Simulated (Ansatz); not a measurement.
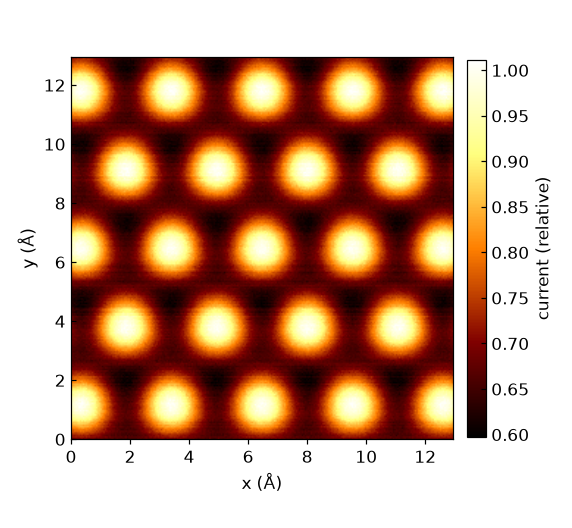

Simulated STM image (constant-height image 3.0 Å above the topmost atom, sample bias −1.00 V). Noise was added.

The STM signal is simulated in the Tersoff–Hamann approximation. Bias windows are sharp sums over the levels of the k mesh.

> What is the lattice of this pattern?

The pattern repeats on a hexagonal lattice with shortest vectors of 3.1 Å at 60° (or 120°), a cell of 8.2 Å², with 1 maximum above 60 % of the range in each cell.

The surface:

TaN(111) (Fm-3m bulk, 10 atomic planes (those closer than 0.6 Å count as one), 11 Å, N-terminated). The brightest spots lie over the top N atoms; the darkest points are over the Ta atoms 0.9 Å below the top plane.

Theory: DFT PBE, scalar-relativistic, plane waves, PAW in Ansatz. Cutoff 420 eV, 21 × 21 k-points, Gaussian smearing 0.05 eV, dipole correction. The slab is a cut without reconstruction beyond its cell, at the source's lattice constants, with its lower half held fixed and the rest relaxed. Its faces differ (N on top, Ta below), so the slab is asymmetric; states at the Fermi level may come from the unlike faces. No spin polarisation. Spin–orbit coupling is left out; with Ta it can shift levels and gaps. The run couldn't confirm all of its levels under its output density. The run warns that the functional's potential is rough in the thin density of the vacuum, where the tip is; weak contrasts and barriers may feel it.
